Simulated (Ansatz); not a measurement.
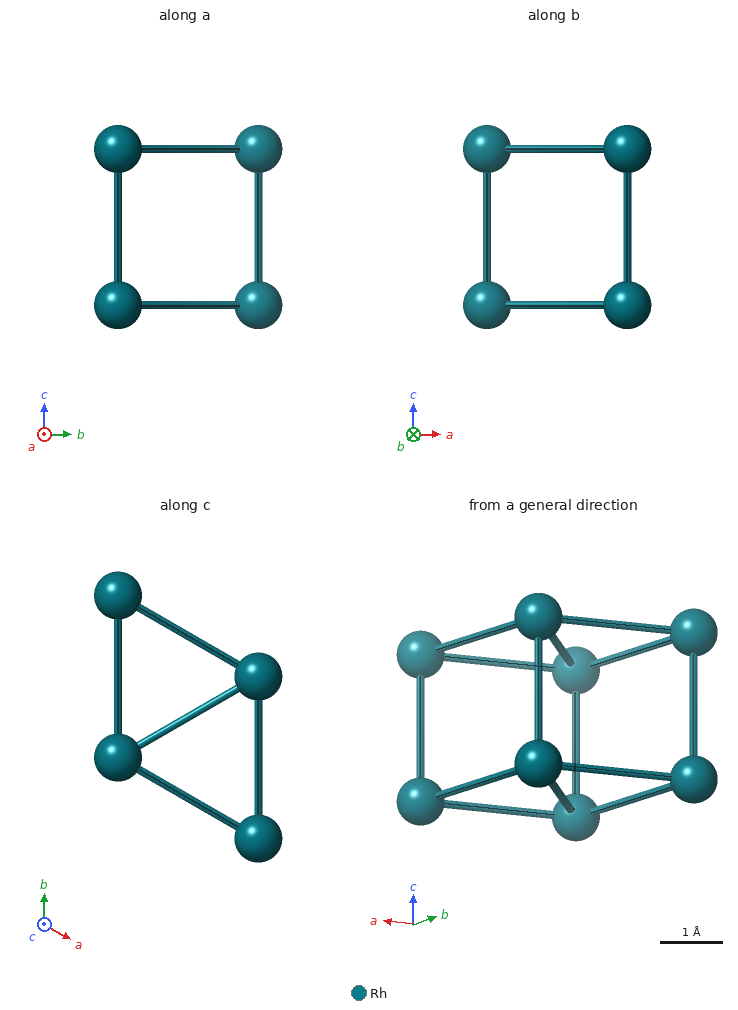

Ball-and-stick representation of a periodic structure, projected along the a axis, along the b axis, along the c axis and from a general direction. The edges of the conventional unit cell are marked.

Cell constants: a = 2.616 Å, b = 2.616 Å, c = 2.521 Å, α = 90.00°, β = 90.00°, γ = 120.00°.

### How many atoms are there in one cell?

1 (rhodium), counting shared atoms by their share.

### Give the space group.

P6/mmm (No. 191), with Rh on 1a.

### Structure type?

Simple hexagonal.

### How do the bonded atoms link up through the crystal?

The bonds build a three-dimensional framework.

It derives from a textbook structure type filled with this element (whether it is the usual form wasn't checked). The geometry was optimised with DFT r2SCAN, scalar-relativistic, plane waves, PAW (Ansatz).
